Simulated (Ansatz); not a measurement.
## Hf3N5: geometry relaxation (part 1 of 3)

The run: geometry relaxation of Hf3N5 (slab, 8 atoms in the cell). Method and program: DFT PBEsol, scalar-relativistic, plane waves, PAW, no spin polarisation (Ansatz 0.2.0).

The structure derives from an entry of the Crystallography Open Database. The input holds or restrains some coordinates. Forces given for the steps count only the free coordinates. It belongs to a series of runs on one base structure; here: N put at a hollow N-Hf site.

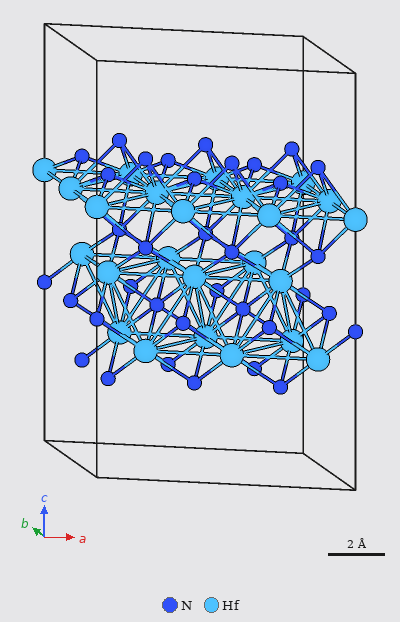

*The structure as given in the input (ball-and-stick view of the 3 × 2 repeat of the cell, with the vacuum cut short, seen slightly off an axis). An atom can appear more than once, as a periodic image.*

**Input**
```yaml
crystal:
  lattice:
    - [3.1830776023, 0.0, 0.0]
    - [-1.5915388012, 2.7566260658, 0.0]
    - [0.0, 0.0, 26.7969159374]
  atoms:
    - { symbol: "N", position: [0.3333333333, 0.6666666667, 0.3172006816] }
    - { symbol: Hf, position: [0.6666666667, 0.3333333333, 0.3656945453] }
    - { symbol: "N", position: [0.0, 0.0, 0.414188409] }
    - { symbol: Hf, position: [0.3333333333, 0.6666666667, 0.4632402669] }
    - { symbol: "N", position: [0.6666666667, 0.3333333333, 0.5076141085] }
    - { symbol: Hf, position: [0.0, 0.0, 0.5685910099] }
    - { symbol: "N", position: [0.3333333333, 0.6666666667, 0.5980476649] }
    - { symbol: "N", position: [0.6666666667, 0.3333333333, 0.6301409103] }
basis:
  ecutwfc: 420
kpoints:
  mp_grid: { grid: [9, 9, 1] }
hamiltonian:
  xc: pbesol
scf:
  occupations: { method: gaussian, width: 0.1 }
output:
  forces: true
  eigenvalues: true
  write_density: true
  write_potential: true
  elf: true
  volumetric_format: npy
relax:
  adjacent_minimum: "off"
  f_tol: 0.03
  max_steps: 70
  constraints: [{ sites: [0, 1, 2] }]
efield:
  axis: 3
  dipole_correction: true
  ramp_width: 0.04
```

Hardware: 2 threads of Intel Xeon (Granite Rapids), 32 GiB of memory available, shared host.

Launched with:
```bash
ansatz run input.yaml --threads 2 --pin off --max-ram 5120MiB --backend cpu --events-out ev --progress --plain --runs-dir out
```

**What the program printed**
```
Engine: ansatz 0.2.0, x86_64-unknown-linux-gnu
Pseudopotentials: kind: paw
Pseudopotential: N, paw, valence charge 5, recommended cutoff 420 eV (normal), N.paw.azcp
Pseudopotential: Hf, paw, valence charge 26, recommended cutoff 420 eV (normal), Hf.paw.azcp
Functional definition: PBEsol
  exchange = pbesol_x
  correlation = pbesol_c
Crystal: 8 atoms, lattice volume = 235.131 Å³
Basis set: ecut = 420 eV, 4613 PW (Γ), exchange–correlation on 48×48×360 points (8 copies of the dense FFT grid, shifted against one another)
Bands: 62, of which v1, the nominal top of the filled ones, is band 52 counted from 1 (51 counted from 0)
Symmetry: 6 space group operations
Space group: P3m1 (ITA 156), of the structure as read, at distance tolerance 6.2e-5 Å
k-points: 12 of 81 (time reversal used)
Non-local potential: N, projectors of the file, l = 0: 2, l = 1: 2, l = 2: 1
Non-local potential: Hf, projectors of the file, l = 0: 3, l = 1: 2, l = 2: 2, l = 3: 3
PAW form: soft (Blöchl's): semilocal exchange-correlation on the pseudo side does not see the compensation charge
PAW frozen core: N, regenerated for the run's functional, and the local potential with it (the file was generated under x = pbe(κ = 0.804, μ = 0.2195149727645171), c = pbe(β = 0.06672455060314922))
PAW frozen core: Hf, regenerated for the run's functional, and the local potential with it (the file was generated under x = pbe(κ = 0.804, μ = 0.2195149727645171), c = pbe(β = 0.06672455060314922))
PAW one-centre angular grid: N, 110 points (default); XC on 64 Gauss nodes
PAW one-centre angular grid: Hf, 590 points (default); XC on 64 Gauss nodes
Initial density: superposition of atomic densities (neutral atoms: chi_scale 0, normalization atom), corrected by the library's trained network
Initial wavefunctions: pseudopotential atomic-orbital guess
Functional: x = pbesol(κ = 0.804, μ = 0.12345679012345678), c = pbesol(β = 0.046)
SCF iter   1: F=—  HF=-48689.399251 eV  |F-HF|=—  |Δ(HF+E_count)|=         —  Δρ=1.39e-2  dr2=1.81e0  ethr=1.77e-3  p=0.065 e·Å  D=5.00e-2 V/Å  ΔV_dip=-1.34 eV  dr2_dipole=5.28e-1  V_vac-E_F(+/−)=6.76/8.10 eV  ⟨swp⟩=7.2  Hψ=3237  notcnv=0  defer=12
efield: sawtooth ramp at fractional position 0.9537 (placed from the atoms, in the widest stretch of the axis that holds none; the zero of the levels goes with the place), width 0.0400; the density the first Hamiltonian is built on has a dipole p = 0.065 e·Å; the dipole correction subtracts the counter field D = 5.00e-2 V/Å, which shifts the + side's vacuum level by -1.34 eV against the − side's; the planar-averaged density in the ramp window peaks in size at 2.5e-5 e/Å³
preconditioner: auto → LDOS  [metal: Δε(μ)=0.080 eV  Ē_g=16.527 eV  σ=0.100 eV  W_gap=0.38  n_scr=50 (ndim 8)  ℏωp=23.8 eV  f_vac=0.605  D(μ)=2.10/eV (n_scr^D=10)  β→1.0]
SCF iter   2: F=—  HF=-48689.410614 eV  |F-HF|=—  |Δ(HF+E_count)|=   1.14e-2  Δρ=2.41e-2  dr2=1.37e1  ethr=1.76e-3  p=0.088 e·Å  D=6.76e-2 V/Å  ΔV_dip=-1.81 eV  dr2_dipole=5.76e0  V_vac-E_F(+/−)=6.28/8.10 eV  ⟨swp⟩=3.0  Hψ=1154  notcnv=0  defer=52  recentre
SCF iter   3: F=—  HF=-48689.278139 eV  |F-HF|=—  |Δ(HF+E_count)|=   1.32e-1  Δρ=6.10e-3  dr2=7.65e-1  ethr=1.76e-3  p=0.071 e·Å  D=5.46e-2 V/Å  ΔV_dip=-1.46 eV  dr2_dipole=2.99e-1  V_vac-E_F(+/−)=6.61/8.07 eV  ⟨swp⟩=2.3  Hψ=1077  notcnv=0  defer=38
SCF iter   4: F=—  HF=-48689.253792 eV  |F-HF|=—  |Δ(HF+E_count)|=   2.43e-2  Δρ=3.28e-3  dr2=2.87e-1  ethr=7.42e-4  p=0.076 e·Å  D=5.85e-2 V/Å  ΔV_dip=-1.57 eV  dr2_dipole=1.20e-1  V_vac-E_F(+/−)=6.54/8.10 eV  ⟨swp⟩=1.8  Hψ=812  notcnv=0  defer=38
SCF iter   5: F=—  HF=-48689.248871 eV  |F-HF|=—  |Δ(HF+E_count)|=   4.92e-3  Δρ=1.87e-3  dr2=1.18e-1  ethr=2.79e-4  p=0.078 e·Å  D=5.99e-2 V/Å  ΔV_dip=-1.61 eV  dr2_dipole=5.11e-2  V_vac-E_F(+/−)=6.53/8.13 eV  ⟨swp⟩=1.2  Hψ=757  notcnv=0  defer=38
SCF iter   6: F=—  HF=-48689.247527 eV  |F-HF|=—  |Δ(HF+E_count)|=   1.34e-3  Δρ=1.11e-3  dr2=4.15e-2  ethr=1.14e-4  p=0.079 e·Å  D=6.08e-2 V/Å  ΔV_dip=-1.63 eV  dr2_dipole=1.80e-2  V_vac-E_F(+/−)=6.52/8.15 eV  ⟨swp⟩=1.3  Hψ=746  notcnv=0  defer=38
SCF iter   7: F=—  HF=-48689.246692 eV  |F-HF|=—  |Δ(HF+E_count)|=   8.36e-4  Δρ=1.43e-4  dr2=6.71e-5  ethr=4.03e-5  p=0.080 e·Å  D=6.18e-2 V/Å  ΔV_dip=-1.66 eV  dr2_dipole=1.31e-5  V_vac-E_F(+/−)=6.50/8.16 eV  ⟨swp⟩=1.7  Hψ=997  notcnv=0  defer=38
SCF iter   8: F=—  HF=-48689.246564 eV  |F-HF|=—  |Δ(HF+E_count)|=   1.28e-4  Δρ=1.36e-4  dr2=3.94e-4  ethr=2.18e-8  p=0.080 e·Å  D=6.18e-2 V/Å  ΔV_dip=-1.66 eV  dr2_dipole=1.56e-4  V_vac-E_F(+/−)=6.50/8.16 eV  ⟨swp⟩=26.9  Hψ=11409  notcnv=0
SCF iter   9: F=—  HF=-48689.246557 eV  |F-HF|=—  |Δ(HF+E_count)|=   6.78e-6  Δρ=5.42e-5  dr2=9.24e-5  ethr=6.51e-8  p=0.080 e·Å  D=6.17e-2 V/Å  ΔV_dip=-1.65 eV  dr2_dipole=4.05e-5  V_vac-E_F(+/−)=6.50/8.15 eV  ⟨swp⟩=2.0  Hψ=1038  notcnv=0
SCF iter  10: F=-48689.246547 eV  HF=-48689.246556 eV  |F-HF|=9.32e-6  |Δ(HF+E_count)|=   9.39e-7  Δρ=1.81e-5  dr2=6.81e-6  ethr=2.18e-8  p=0.080 e·Å  D=6.17e-2 V/Å  ΔV_dip=-1.65 eV  dr2_dipole=2.86e-6  V_vac-E_F(+/−)=6.50/8.15 eV  ⟨swp⟩=15.1  Hψ=7803  notcnv=0
SCF 1 converged in 10 iterations: F = -48689.246547 eV  dr2 = 6.81e-6
  greatest PAW one-centre occupation: 0.998 electrons in one spin orbital (limit 2), on the Hf atom at site 5 (counted from 0), in its partial waves of l = 3
relax step   1: F+E_penalty+E_count = -48689.24654696 eV  Δ(F+E_penalty+E_count) = +0.000e0 eV  max|allowed force component| = 2.389e0 eV/Å  Δτ_max = 0.0000 Å  (10 SCF iters, dr2 threshold 2.25e-5 eV, accepted)
Initial density: handed on by an earlier stage of this run
Initial wavefunctions: those handed on with the density
iter 1 solved again at ethr=8.04e-4 eV; its pass at ethr=3.10e-3 eV (dr2=8.28e-1 eV) is discarded
SCF iter   1: F=—  HF=-48689.878138 eV  |F-HF|=—  |Δ(HF+E_count)|=         —  Δρ=1.43e-2  dr2=8.48e-1  ethr=8.04e-4  p=0.080 e·Å  D=6.17e-2 V/Å  ΔV_dip=-1.65 eV  dr2_dipole=2.20e-1  V_vac-E_F(+/−)=6.52/8.18 eV  ⟨swp⟩=1.7  Hψ=2652  notcnv=0  defer=51
efield: sawtooth ramp at fractional position 0.9537 (handed on by an earlier solve), width 0.0400; the density the first Hamiltonian is built on has a dipole p = 0.080 e·Å; the dipole correction subtracts the counter field D = 6.17e-2 V/Å, which shifts the + side's vacuum level by -1.65 eV against the − side's; the planar-averaged density in the ramp window peaks in size at 1.7e-7 e/Å³
preconditioner: auto → LDOS  [metal: Δε(μ)=0.013 eV  Ē_g=16.638 eV  σ=0.100 eV  W_gap=0.08  n_scr=50 (ndim 8)  ℏωp=23.8 eV  f_vac=0.608  D(μ)=5.79/eV (n_scr^D=18)  β→1.0]
SCF iter   2: F=—  HF=-48689.812302 eV  |F-HF|=—  |Δ(HF+E_count)|=   6.58e-2  Δρ=5.48e-3  dr2=4.11e-2  ethr=8.04e-4  p=0.083 e·Å  D=6.42e-2 V/Å  ΔV_dip=-1.72 eV  dr2_dipole=5.85e-4  V_vac-E_F(+/−)=6.41/8.13 eV  ⟨swp⟩=2.1  Hψ=1229  notcnv=0  defer=51
SCF iter   3: F=—  HF=-48689.808075 eV  |F-HF|=—  |Δ(HF+E_count)|=   4.23e-3  Δρ=2.64e-3  dr2=2.60e-2  ethr=3.99e-5  p=0.089 e·Å  D=6.85e-2 V/Å  ΔV_dip=-1.84 eV  dr2_dipole=3.39e-3  V_vac-E_F(+/−)=6.30/8.14 eV  ⟨swp⟩=3.0  Hψ=1785  notcnv=0  defer=58
SCF iter   4: F=—  HF=-48689.804273 eV  |F-HF|=—  |Δ(HF+E_count)|=   3.80e-3  Δρ=9.87e-4  dr2=4.40e-3  ethr=2.53e-5  p=0.088 e·Å  D=6.75e-2 V/Å  ΔV_dip=-1.81 eV  dr2_dipole=3.04e-4  V_vac-E_F(+/−)=6.32/8.13 eV  ⟨swp⟩=2.0  Hψ=1233  notcnv=0  defer=58
SCF iter   5: F=—  HF=-48689.803866 eV  |F-HF|=—  |Δ(HF+E_count)|=   4.06e-4  Δρ=5.09e-4  dr2=8.09e-4  ethr=4.27e-6  p=0.088 e·Å  D=6.76e-2 V/Å  ΔV_dip=-1.81 eV  dr2_dipole=9.35e-5  V_vac-E_F(+/−)=6.32/8.13 eV  ⟨swp⟩=2.2  Hψ=1308  notcnv=0  defer=58
SCF iter   6: F=—  HF=-48689.803840 eV  |F-HF|=—  |Δ(HF+E_count)|=   2.66e-5  Δρ=1.17e-4  dr2=3.53e-5  ethr=9.71e-8  p=0.088 e·Å  D=6.76e-2 V/Å  ΔV_dip=-1.81 eV  dr2_dipole=2.64e-6  V_vac-E_F(+/−)=6.32/8.13 eV  ⟨swp⟩=24.6  Hψ=10715  notcnv=0
SCF iter   7: F=-48689.803855 eV  HF=-48689.803855 eV  |F-HF|=1.68e-7  |Δ(HF+E_count)|=   1.53e-5  Δρ=3.90e-5  dr2=4.48e-6  ethr=3.43e-8  p=0.088 e·Å  D=6.76e-2 V/Å  ΔV_dip=-1.81 eV  dr2_dipole=3.10e-8  V_vac-E_F(+/−)=6.32/8.13 eV  ⟨swp⟩=15.8  Hψ=9168  notcnv=0
SCF 2 converged in 7 iterations: F = -48689.803855 eV  dr2 = 4.48e-6
[... from here on the iterations of each SCF are left out, up to the last one ...]
relax step   2: F+E_penalty+E_count = -48689.80385517 eV  Δ(F+E_penalty+E_count) = -5.573e-1 eV  max|allowed force component| = 2.487e0 eV/Å  Δτ_max = 0.1510 Å  (7 SCF iters, dr2 threshold 1.00e-4 eV, accepted)
efield: sawtooth ramp at fractional position 0.9537 (handed on by an earlier solve), width 0.0400; the density the first Hamiltonian is built on has a dipole p = 0.088 e·Å; the dipole correction subtracts the counter field D = 6.76e-2 V/Å, which shifts the + side's vacuum level by -1.81 eV against the − side's; the planar-averaged density in the ramp window peaks in size at 1.4e-6 e/Å³
preconditioner: auto → LDOS  [metal: Δε(μ)=0.092 eV  Ē_g=16.772 eV  σ=0.100 eV  W_gap=0.45  n_scr=50 (ndim 8)  ℏωp=23.8 eV  f_vac=0.612  D(μ)=3.53/eV (n_scr^D=14)  β→1.0]
SCF 3 converged in 7 iterations: F = -48690.055040 eV  dr2 = 1.34e-5
  Residual-converged pass: ⟨swp⟩=1.1  Hψ=793  notcnv=0  max |occ|·‖R‖ = 7.0e-9 eV (tolerance 1.0e-8 eV)  dr2=1.34e-5  dr2_onsite=4.82e-7  max |Δocc| = 4.6e-11
relax step   3: F+E_penalty+E_count = -48690.05503994 eV  Δ(F+E_penalty+E_count) = -2.512e-1 eV  max|allowed force component| = 1.848e0 eV/Å  Δτ_max = 0.1953 Å  (7 SCF iters, dr2 threshold 1.00e-4 eV, accepted)
efield: sawtooth ramp at fractional position 0.9537 (handed on by an earlier solve), width 0.0400; the density the first Hamiltonian is built on has a dipole p = 0.100 e·Å; the dipole correction subtracts the counter field D = 7.66e-2 V/Å, which shifts the + side's vacuum level by -2.05 eV against the − side's; the planar-averaged density in the ramp window peaks in size at 8.1e-7 e/Å³
preconditioner: auto → LDOS  [metal: Δε(μ)=0.030 eV  Ē_g=16.772 eV  σ=0.100 eV  W_gap=0.17  n_scr=50 (ndim 8)  ℏωp=23.8 eV  f_vac=0.614  D(μ)=4.19/eV (n_scr^D=14)  β→1.0]
SCF 4 converged in 6 iterations: F = -48690.163027 eV  dr2 = 1.85e-5
relax step   4: F+E_penalty+E_count = -48690.16302674 eV  Δ(F+E_penalty+E_count) = -1.080e-1 eV  max|allowed force component| = 1.135e0 eV/Å  Δτ_max = 0.0714 Å  (6 SCF iters, dr2 threshold 1.00e-4 eV, accepted)
efield: sawtooth ramp at fractional position 0.9537 (handed on by an earlier solve), width 0.0400; the density the first Hamiltonian is built on has a dipole p = 0.097 e·Å; the dipole correction subtracts the counter field D = 7.45e-2 V/Å, which shifts the + side's vacuum level by -2.00 eV against the − side's; the planar-averaged density in the ramp window peaks in size at 1.0e-6 e/Å³
preconditioner: auto → LDOS  [metal: Δε(μ)=0.023 eV  Ē_g=16.707 eV  σ=0.100 eV  W_gap=0.13  n_scr=50 (ndim 8)  ℏωp=23.8 eV  f_vac=0.610  D(μ)=4.77/eV (n_scr^D=16)  β→1.0]
SCF 5 converged in 7 iterations: F = -48690.238069 eV  dr2 = 6.10e-6
relax step   5: F+E_penalty+E_count = -48690.23806910 eV  Δ(F+E_penalty+E_count) = -7.504e-2 eV  max|allowed force component| = 6.323e-1 eV/Å  Δτ_max = 0.1164 Å  (7 SCF iters, dr2 threshold 1.00e-4 eV, accepted)
efield: sawtooth ramp at fractional position 0.9537 (handed on by an earlier solve), width 0.0400; the density the first Hamiltonian is built on has a dipole p = 0.094 e·Å; the dipole correction subtracts the counter field D = 7.27e-2 V/Å, which shifts the + side's vacuum level by -1.95 eV against the − side's; the planar-averaged density in the ramp window peaks in size at 1.2e-6 e/Å³
preconditioner: auto → LDOS  [metal: Δε(μ)=0.017 eV  Ē_g=16.689 eV  σ=0.100 eV  W_gap=0.09  n_scr=50 (ndim 8)  ℏωp=23.8 eV  f_vac=0.608  D(μ)=5.60/eV (n_scr^D=16)  β→1.0]
SCF 6 converged in 6 iterations: F = -48690.237175 eV  dr2 = 3.34e-5
```
